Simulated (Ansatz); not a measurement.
# A series of single points on Rh

System: Rh (Pm-3m, 1 atom in the cell).
Method: DFT, revPBE, plane waves (420 eV) with PAW, scalar-relativistic, no spin polarisation (Ansatz 0.2.0).

The 6 runs differ only in the geometry, by an even scaling of the cell at fixed fractional positions.

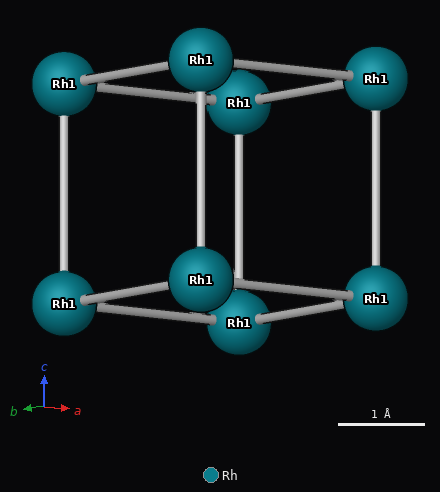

Figure 1. The structure of run 4 (ball-and-stick view of the cell of the calculation, seen at an oblique angle; atoms are numbered from 1 in the order of the input).

### Input of run 4
```yaml
crystal:
  lattice:
    - [2.58446231, 0.0, 0.0]
    - [0.0, 2.58446231, 0.0]
    - [0.0, 0.0, 2.58446231]
  atoms:
    - { symbol: Rh, position: [0.0, 0.0, 0.0] }
hamiltonian:
  xc: revpbe
  pseudopotentials:
    kind: paw
    azcp:
      Rh: "pseudopotentials/Rh.paw.azcp"
basis:
  ecutwfc: 420
  fft_grid_basis: typed
kpoints:
  mp_grid: { grid: [14, 14, 14], shift: [0, 0, 0] }
magnetization:
  spin_polarized: false
scf:
  occupations: { method: fermi_dirac, width: 0.1 }
  lower_state_search: "off"
output:
  stress: true
```

Run 3 differs from it as follows:
```diff
-    - [2.58446231, 0.0, 0.0]
-    - [0.0, 2.58446231, 0.0]
-    - [0.0, 0.0, 2.58446231]
+    - [2.5164182973, 0.0, 0.0]
+    - [0.0, 2.5164182973, 0.0]
+    - [0.0, 0.0, 2.5164182973]
```

### Results, with one run withheld

```tsv
run	volume per atom (Å³)	free energy per atom, from the lowest run given (meV)	pressure (GPa)
1	14.607	147.85	29.82
2	15.271	51.28	17.30
3	15.935	?	?
4	17.263	0.00	−6.20
5	17.927	35.78	−10.87
6	18.591	88.65	−14.48
```

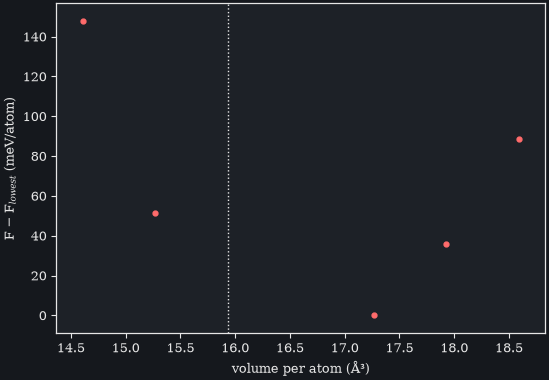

Figure 2. Free energy per atom of the runs given; the dotted line marks run 3.

What should run 3 give?

A cubic polynomial in V^(−2/3) (the Birch–Murnaghan form), fitted to the 5 runs given, misses them by at most 0.03 meV per atom. With x = V^(−2/3) − 0.15360 Å⁻², it reads F = −13.656 − 317.35 x + 8.3512e+05 x² + 3.0695e+06 x³ (meV per atom). At run 3 it gives 0.79 meV per atom, and the run itself gives 0.74. The slope of the fit gives a pressure −dF/dV of 7.48 GPa there, and the run prints 7.49 GPa. The fit has its minimum at 16.581 Å³ per atom, where V d²F/dV² gives 170 GPa: the bulk modulus at this level, since symmetry fixes the shape and the positions.

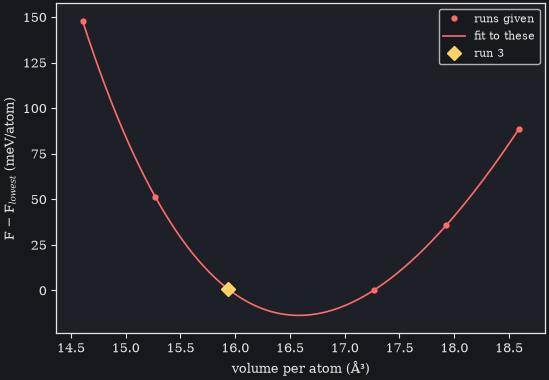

Figure 3. The fit and the withheld run.

### Output, shortened to warnings, some set-up lines, iterations and results (run 3)
```
Basis set: ecut = 420 eV, 305 PW (Γ)
Symmetry: 48 space group operations
k-points: 120 of 2744
Initial density: superposition of atomic densities (neutral atoms: chi_scale 0, normalization atom), corrected by the library's trained network
[...]
SCF iter   1: F=—  HF=-6407.466380 eV  |F-HF|=—  |Δ(HF+E_count)|=         —  Δρ=7.96e-3  dr2=9.21e-3  ethr=1.77e-3  ⟨swp⟩=4.8  Hψ=8414  notcnv=0
SCF iter   2: F=—  HF=-6407.464932 eV  |F-HF|=—  |Δ(HF+E_count)|=   1.45e-3  Δρ=3.34e-3  dr2=1.36e-3  ethr=5.42e-5  ⟨swp⟩=1.0  Hψ=2520  notcnv=0
SCF iter   3: F=—  HF=-6407.464816 eV  |F-HF|=—  |Δ(HF+E_count)|=   1.16e-4  Δρ=6.89e-4  dr2=2.61e-5  ethr=8.02e-6  ⟨swp⟩=2.3  Hψ=2018  notcnv=0
SCF iter   4: F=—  HF=-6407.464846 eV  |F-HF|=—  |Δ(HF+E_count)|=   3.00e-5  Δρ=7.44e-5  dr2=7.91e-7  ethr=1.53e-7  ⟨swp⟩=2.1  Hψ=2275  notcnv=0
SCF iter   5: F=-6407.464846 eV  HF=-6407.464846 eV  |F-HF|=1.96e-8  |Δ(HF+E_count)|=   1.87e-8  Δρ=1.41e-5  dr2=2.91e-8  ethr=4.65e-9  ⟨swp⟩=2.0  Hψ=2080  notcnv=0
SCF iter   6: F=-6407.464846 eV  HF=-6407.464846 eV  |F-HF|=6.00e-11  |Δ(HF+E_count)|=   5.95e-9  Δρ=9.57e-7  dr2=1.19e-10  ethr=1.71e-10  ⟨swp⟩=2.0  Hψ=4832  notcnv=0
SCF 1 converged in 6 iterations: F = -6407.464846 eV  dr2 = 1.19e-10
SCF converged after 6 iterations
Free energy (F): -6407.464846 eV
Harris-Foulkes:  -6407.464846 eV  (|F-HF|=6.00e-11)
Internal energy: -6407.411320 eV  (E = F + TS)
E sigma→0 (E₀):  -6407.438083 eV
Entropy (-TS):   -0.053527 eV (-53.527 meV/atom)
Fermi energy:    18.682808 eV
--- Per-component energies (eV) ---
  E_band       = -141.765571
  E_kinetic    = 573.898684
  E_local      = -1832.226990  (includes V_loc(G=0)·N_el)
  E_nonlocal   = 356.818878
  E_hartree    = 654.842974
  E_xc         = -221.285292
  E_vxc        = -277.443673  (∫ρ·V_xc dr)
  E_paw        = -3593.311727  (= ΣΔE_a)
  E_vpaw       = -272.498791  (= ΣTr[D̂ρ^β])
  E_aug_tail   = 0.000897  (compensation charges beyond the density's cutoff)
  E_ewald      = -2346.073883
  E_core_change = -0.074863  (= ΣΔE_core)
  E_smearing   = -0.053527  (= −TS)
  E_closure    = -0.000000  (closes the sum)
  Σ components = -6407.464846   (vs F -6407.464846, Δ=0.00e0)
--- Stress (GPa, compression-positive) ---
        7.490465       0.000000       0.000000
        0.000000       7.490465       0.000000
        0.000000       0.000000       7.490465
  P = ⅓ Tr σ = 7.4905 GPa (74.905 kbar)
```
